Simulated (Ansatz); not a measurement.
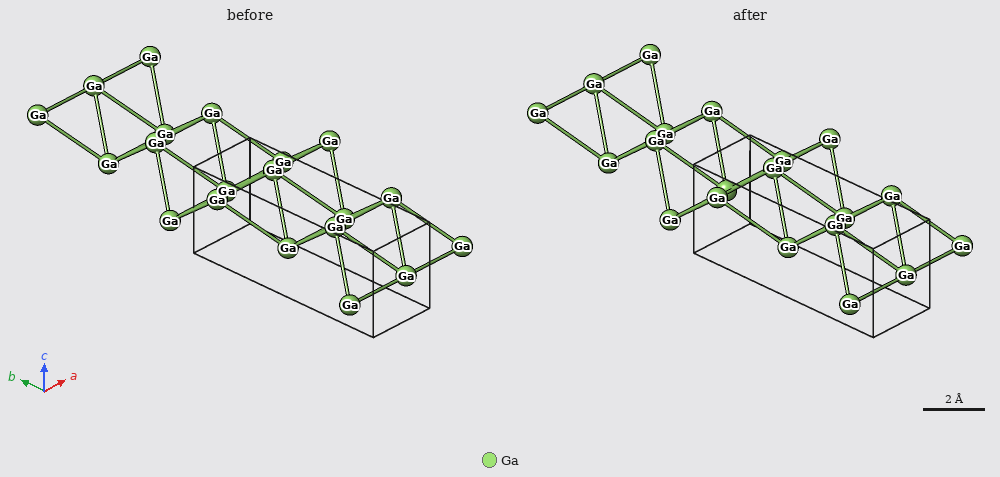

Left: a crystal of Ga (set up in C2/c). Right: the same structure after one change, at the same scale. Style: ball-and-stick. Shown: the conventional cell (2 times the calculation's cell), repeated 2 × 2 × 1 with one cell outlined, from a free direction. Lengths and directions refer to the drawn axes.

Computed with DFT, PBE, PAW with Ansatz's default frozen-core files, scalar-relativistic in Ansatz 0.2.0. Settings: plane-wave cutoff 420 eV; k-point mesh 14 × 14 × 11; occupations fermi dirac; smearing width 0.03 eV; no spin polarisation.

> What distinguishes the right structure from the left one?

The cell is strained by +3.0 % along c and none across it (volume +3.0 %), the atoms keeping their fractional coordinates. No relaxation follows.

> What does the change do?

The energy changes by less than 1 meV per atom. Pressure: 1.7 GPa before, 0.2 GPa after. The principal stresses (compression positive) are 0.9 GPa along b, 0.5 GPa roughly along a, −0.7 GPa along c. The largest forces, 0.14 eV/Å, act on 2 Ga atoms of the calculation's cell. Near-neighbour distances before and after: Ga–Ga 2.688 → 2.720 Å, Ga–Ga 2.863 → 2.893 Å, Ga–Ga 2.920 → 2.948 Å. The space group stays C2/c (No. 15).
